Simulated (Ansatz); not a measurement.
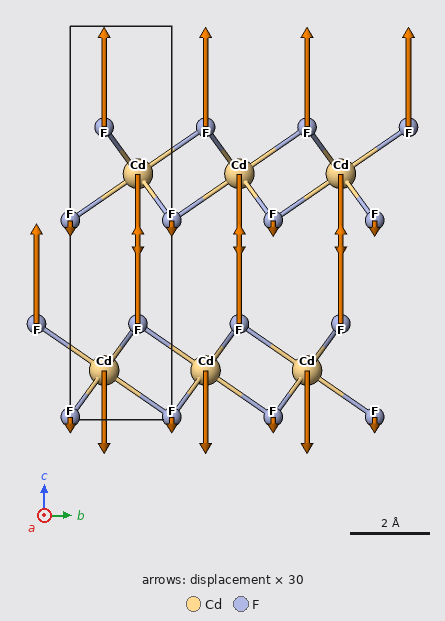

This is a relaxation of crystalline CdF2 (built on the SnS2-186 type type). The starting structure is drawn; orange arrows show the displacements (the part carried along by the change of the cell is left out), magnified 30 times.

A ball-and-stick model of the cell of the calculation, repeated 1 × 3 × 1 with one cell outlined, seen along the a axis.

These are results of DFT, PBEsol, plane waves, PAW in Ansatz 0.2.0, not measurements.

Input
```yaml
crystal:
  lattice:
    - [3.0036553, 0.0, 0.0]
    - [-1.50182765, 2.6012418, 0.0]
    - [0.0, 0.0, 10.08256047]
  atoms:
    - { symbol: Cd, position: [0.33333333, 0.66666667, 0.62501007] }
    - { symbol: Cd, position: [0.66666667, 0.33333333, 0.12501007] }
    - { symbol: F, position: [0.66666667, 0.33333333, 0.74340412] }
    - { symbol: F, position: [0.33333333, 0.66666667, 0.24340412] }
    - { symbol: F, position: [0.0, 0.0, 0.00658781] }
    - { symbol: F, position: [0.0, 0.0, 0.50658781] }
kpoints:
  mp_grid: { grid: [9, 9, 2] }
hamiltonian:
  xc: pbesol
scf:
  occupations: { method: fermi_dirac, width: 0.03 }
relax:
  f_tol: 0.01
  cell: {}
  max_steps: 120
```

Run as
```bash
ansatz run input.yaml --threads 2 --pin off --max-ram 2211MiB --backend cpu --events-out ev --progress --plain --runs-dir out
```

### What did the optimiser do to the structure, and how much energy did it gain?

The largest moves relative to the cell, 0.086 Å, are those of F3 and F4. F4 goes along +c. Largest moves by element: F 0.086 Å, Cd 0.072 Å. The drawn cell changes as follows: a = b 3.004 → 3.620 Å (+20.5 %), c 10.083 → 7.057 Å (−30.0 %); the volume changes by +1.7 %. Among the contacts that change: Cd1–F4 3.848 → 2.535 Å, Cd1–F3 2.105 → 2.314 Å, Cd1–F6 2.105 → 2.230 Å. Bond angles that change, for instance: F6–Cd1–F6 91.0° → 108.5°, Cd1–F6–Cd1 91.0° → 108.5°, F3–Cd1–F6 89.0° → 74.1°. The space group stays P6_3mc (No. 186). The energy falls by 371 meV per atom in 19 accepted moves (24 points after the start). The largest force component goes from 1.6 to 0.00021 eV/Å. Pressure: 29.21 GPa at the start and −0.01 GPa at the end. At 5 points the geometry stayed and the basis and grid were re-selected for the new cell (energy shift of 48.4 meV per atom at most each time). Cost: 2.8 min on 2 threads of Intel(R) Xeon(R) Processor @ 2.50GHz (Skylake/Cascade Lake), on a shared host, peak memory 0.4 GiB.
